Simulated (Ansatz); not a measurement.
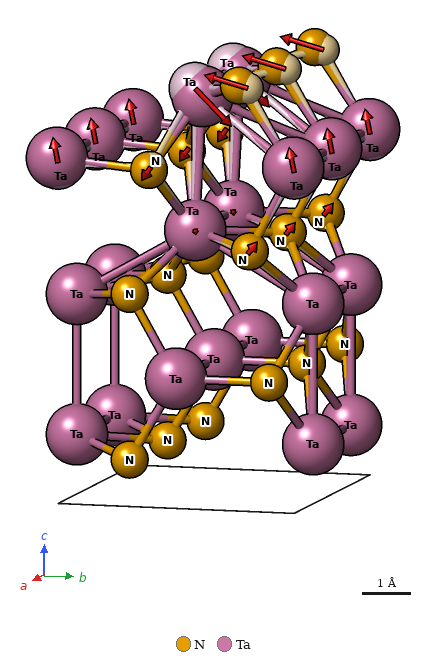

A constrained relaxation of a slab of composition TaN (cut from the P-62m phase). The starting structure is drawn faded, the final one solid; red arrows show the displacements, 5 times their true length.

Style: ball-and-stick. Shown: the 2 × 1 repeat of the cell, outlined in the plane, without the vacuum, slightly off an axis.

Case: clean slab, lower half held. The slab is the (1 0 0) face of TaN. 6 atoms are held fixed.

All numbers below come from DFT PBEsol, scalar-relativistic, plane waves, PAW (Ansatz 0.2.0). Set-up: plane-wave cutoff 420 eV; k-point mesh 10 × 6 × 1; occupations gaussian; smearing width 0.1 eV; no spin polarisation; dipole correction; atoms relaxed in a fixed cell; force threshold 0.03 eV/Å; at most 70 steps.

> What happened in the run?

The largest move is that of a Ta atom, 0.23 Å at 46° to the normal (−c side). Largest moves by element: Ta 0.23 Å, N 0.20 Å. The cell doesn't change. Near-neighbour distances that change, for instance: Ta–Ta 3.322 → 3.061 Å, N–Ta 2.153 → 1.949 Å, Ta–Ta 2.990 → 2.864 Å, Ta–Ta 3.322 → 3.425 Å. Among the angles between lasting bonds that change: Ta–N–Ta 84.5° → 96.0°, Ta–N–Ta 150.3° → 143.1°, Ta–N–Ta 104.9° → 99.0°. The energy falls by 0.704 eV per cell of the calculation in 6 geometry steps. Largest force component: 3.7 eV/Å at the start, 0.0084 eV/Å at the end. Cost: 3.6 min on 2 threads of Intel(R) Xeon(R) Platinum 8488C (Sapphire Rapids), with other jobs on the host, peak memory 0.88 GiB.
